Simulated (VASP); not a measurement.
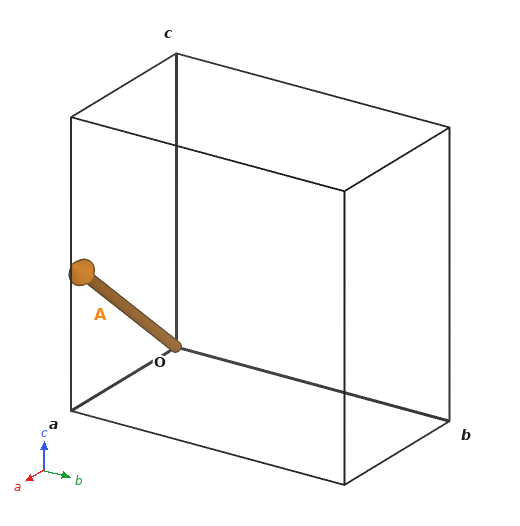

The arrow starts at a corner of the unit cell and ends on its surface; where a tip isn't a corner, dashed lines run from it parallel to the axes. Crystal: Ge, coordinates from a relaxation with VASP Kohn-Sham DFT of a periodic cell, LDA, VASP PAW LDA potentials, recommended (VASP 6.6.1). All values are computed from the atomic coordinates in the standard setting (tolerance 0.002 Å).

a = 2.899 Å, b = 5.035 Å, c = 4.922 Å, α = 90.00°, β = 90.00°, γ = 90.00°.

Question: Give [uvw] of the arrow.

Answer: Arrow A runs from (0, 0, 0) to (1, 0, 1/2), so [2 0 1].

Question: How long is the vector ua + vb + wc?

Answer: 7.606 Å.
